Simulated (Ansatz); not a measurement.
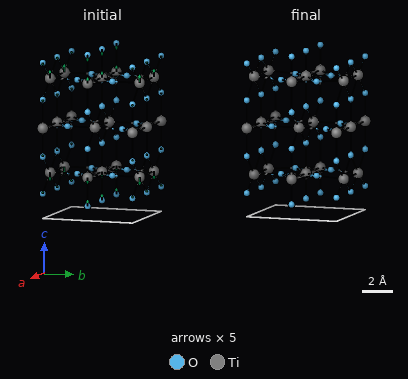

The structure of a slab of composition Ti₃O₇ (cut from the P4_2/mnm phase) before (left) and after (right) a relaxation, at one scale. The green arrows give the displacements, magnified 5 times.

The picture is a ball-and-stick view of the 2 × 1 repeat of the cell, outlined in the plane, without the vacuum, seen slightly off an axis.

Case: (1 1 0) slab, atoms relaxed. The slab is the (1 1 0) face of TiO2.

Theory: Ansatz, DFT PBEsol, scalar-relativistic, plane waves, PAW. Settings: plane-wave cutoff 420 eV; k-point mesh 9 × 4 × 1; occupations gaussian; smearing width 0.05 eV; no spin polarisation; dipole correction; atoms relaxed in a fixed cell; force threshold 0.02 eV/Å; at most 60 steps.

> Describe what moved and what it gained.

After 5 geometry steps the energy has fallen by 1.080 eV per cell of the calculation. The largest force component goes from 2.9 to 0.015 eV/Å. The largest moves, 0.14 Å, are those of Ti atoms. By element the largest moves are Ti 0.14 Å, O 0.12 Å. The cell stays as it was. Some distances before and after: O–Ti 1.977 → 1.748 Å, O–Ti 1.977 → 2.106 Å, O–Ti 1.942 → 2.062 Å, O–Ti 1.942 → 1.827 Å. Among the angles between lasting bonds that change: Ti–O–Ti 98.3° → 107.1°, Ti–O–Ti 98.3° → 90.9°, Ti–O–Ti 130.8° → 134.5°.
